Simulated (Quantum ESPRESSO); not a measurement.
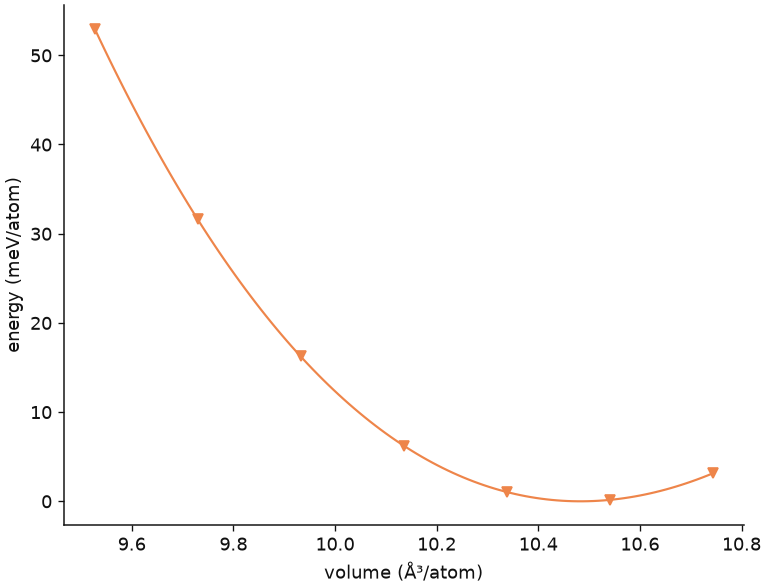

The plot gives the computed energy against volume for CuO, space group C2/c (No. 15).

Structure:
```cif
data_structure
_symmetry_space_group_name_H-M 'P 1'
_symmetry_Int_Tables_number 1
_cell_length_a 2.9005
_cell_length_b 2.9005
_cell_length_c 5.1288
_cell_angle_alpha 97.690
_cell_angle_beta 97.690
_cell_angle_gamma 72.315
_cell_volume 40.54
loop_
_atom_site_label
_atom_site_type_symbol
_atom_site_fract_x
_atom_site_fract_y
_atom_site_fract_z
_atom_site_occupancy
Cu1 Cu 0.50000 0.00000 0.50000 1
Cu2 Cu 0.00000 0.50000 0.00000 1
O1 O 0.41840 0.58160 0.75000 1
O2 O 0.58160 0.41840 0.25000 1
```

Calculation (Quantum ESPRESSO 7.5): plane-wave DFT, no spin polarisation; energies at scaled volumes of the given cell, shape and fractions fixed, counted from the fit's minimum, third-order Birch-Murnaghan fit. Level: PBE.

```tsv
setting	value
k mesh	10×10×5
occupations	Fermi–Dirac
smearing width	0.05 eV
potentials	SSSP 1.3 efficiency PBE
wave cutoff	748.3 eV
density cutoff	5987 eV
```

From this curve and the settings, what does the calculation give for the pressure at the same points?

The pressure falls from 18.91 GPa at volume 9.53 Å³/atom to −4.22 GPa at 10.74 Å³/atom, and changes sign near 10.46 Å³/atom.

```tsv
volume (Å³/atom)	pressure (GPa)
9.53	18.91
9.73	13.91
9.93	9.44
10.13	5.44
10.34	1.86
10.54	-1.35
10.74	-4.22
```

Caveats: shape and atomic fractions are frozen while scaling, which makes layered, chain and framework solids too stiff.
